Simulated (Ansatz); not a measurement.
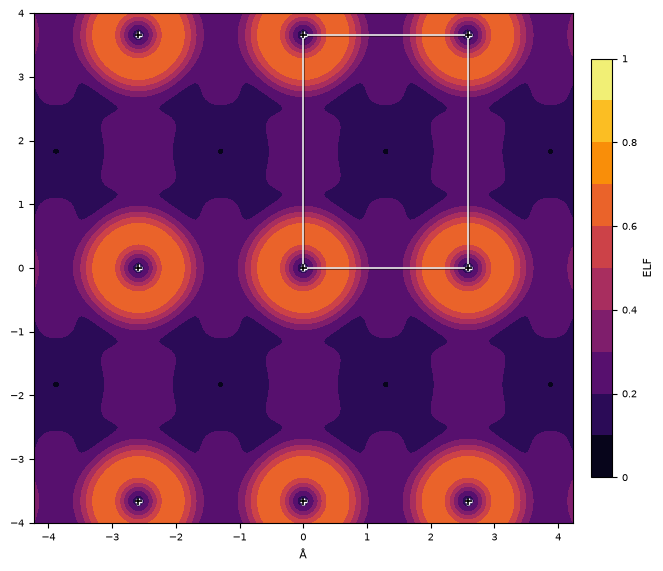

The electron localisation function on a plane through atoms (crosses mark nuclei in the plane).

Computed with DFT, r2SCAN, plane waves (500 eV) with PAW, scalar-relativistic (Ansatz 0.2.0).

Candidates:
A. Ru, a = 2.59 Å, b = 2.59 Å, c = 2.59 Å, α = 90.00°, β = 90.00°, γ = 90.00°. Space group Pm-3m; set up as Ru, simple cubic; a generated structure, not necessarily the stable one; changed on purpose from its base cell (volume × 1.12); computed pressure about −20 GPa in this cell; spin-polarised.
B. Pt, a = 2.57 Å, b = 2.57 Å, c = 2.57 Å, α = 90.00°, β = 90.00°, γ = 90.00°. Space group Pm-3m; set up as Pt, simple cubic; a generated structure, not necessarily the stable one; changed on purpose from its base cell (volume × 0.96); computed pressure about 10 GPa in this cell; the program warned that a starting moment wasn't kept; spin-polarised, but the moments vanished.

**Which system is this?**

Candidate A: Ru on the (101) plane of the conventional cell, which holds Ru. Ru–Ru (2.59 Å): the ELF is about 0.25 at the midpoint: no localised pair shows between them.
